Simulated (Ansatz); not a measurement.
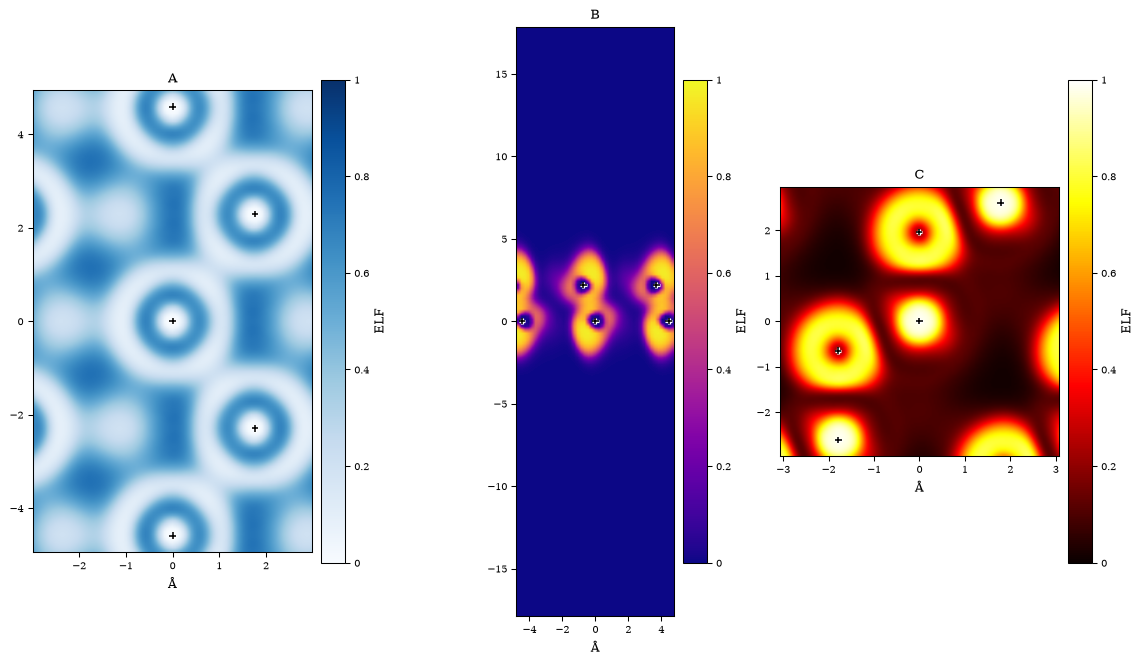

The ELF of 3 systems, each on a plane through atoms (crosses mark nuclei in the plane).

Computed with DFT PBEsol, scalar-relativistic, plane waves, PAW in Ansatz 0.2.0.

System 1: CoO, the (11̄0) plane of the calculation cell. Space group R3m; a structure from a database of computed crystals, not necessarily the ambient phase; computed pressure about −8 GPa in this cell; spin-polarised.

```
CELL_PARAMETERS angstrom
1.60222 0.92504 5.13294
-1.60222 0.92504 5.13294
0.00000 -1.85008 5.13294
ATOMIC_POSITIONS crystal
Co 0.99949 0.99949 0.99949
Co 0.49949 0.49949 0.49949
O 0.37550 0.37550 0.37550
O 0.87553 0.87553 0.87553
```

System 2: P, the (101̄) plane of the conventional cell. Space group P1; a structure from a database of computed crystals, not necessarily the ambient phase; changed on purpose from its base cell (atom 1 (P) moved -0.120 A along Cartesian [1 1 0]); not relaxed (largest force 1.2 eV/Å).

System 3: Ti, the (100) plane of the conventional cell. Space group Cmcm; changed on purpose from its base cell (strain +0.0525 x Voigt [0, 1, 0, 0, 0, 0], atoms carried along); computed pressure about −5 GPa in this cell; computed without spin polarisation.

```yaml
crystal:
  lattice:
    - [2.90044, 0.00000, 0.00000]
    - [0.00000, 5.28745, 0.00000]
    - [0.00000, 0.00000, 4.59099]
  atoms:
    - { symbol: Ti, position: [0.00000, 0.33333, 0.25000] }
    - { symbol: Ti, position: [0.50000, 0.83333, 0.25000] }
    - { symbol: Ti, position: [0.50000, 0.16667, 0.75000] }
    - { symbol: Ti, position: [0.00000, 0.66667, 0.75000] }
```

### Match each panel to its system.

Panel A is system 3, Ti: the plane holds Ti. Ti–Ti (2.89 Å): the ELF is about 0.20 at the midpoint: no shared electron pair shows on this line. Panel B is system 2, P: the plane holds P. Panel C is system 1, CoO: the plane holds Co and O. Co–O (1.91 Å): the ELF peaks at about 0.85 in the valence shell of O, 0.6 Å from its nucleus, and is about 0.20 at the midpoint; no shared electron pair shows on this line.
